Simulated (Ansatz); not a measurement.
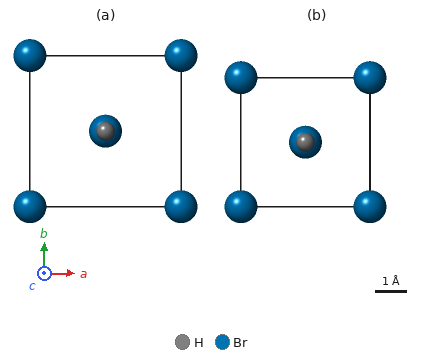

The structure of crystalline HBr (set up in I4/mmm) before (left) and after (right) a relaxation, at one scale.

A ball-and-stick model of the conventional cell (2 times the calculation's cell), seen along the c axis. Lengths and directions refer to the drawn axes.

Case: relaxed at 8 GPa.

Method: DFT LDA, scalar-relativistic, plane waves, PAW in Ansatz. Settings: plane-wave cutoff 420 eV; k-point mesh 10 × 10 × 10; occupations fixed; target pressure 8 GPa; no spin polarisation; cell and atoms relaxed; force threshold 0.001 eV/Å; at most 60 steps.

### What changed between the two?

After 6 accepted moves (8 points after the start) the energy has risen by 0.188 eV per cell of the calculation. With the target pressure of 8 GPa, the enthalpy E + pV changes by −0.367 eV per cell of the calculation. All forces vanish by symmetry, so only the cell relaxes. Pressure: 0.00 GPa at the start and 8.00 GPa at the end. The SCF was repeated twice at an unchanged geometry on a basis and grid sized afresh for the cell, which shifted the energy by 2.7 meV per cell of the calculation at most. The atoms keep their places relative to the cell (all moves are under 0.005 Å). The volume changes by −27.9 %, with a = b 4.891 → 4.177 Å (−14.6 %), c 3.332 → 3.295 Å (−1.1 %). Some distances before and after: Br–H 1.666 → 1.647 Å. The space group stays I4/mmm (No. 139).
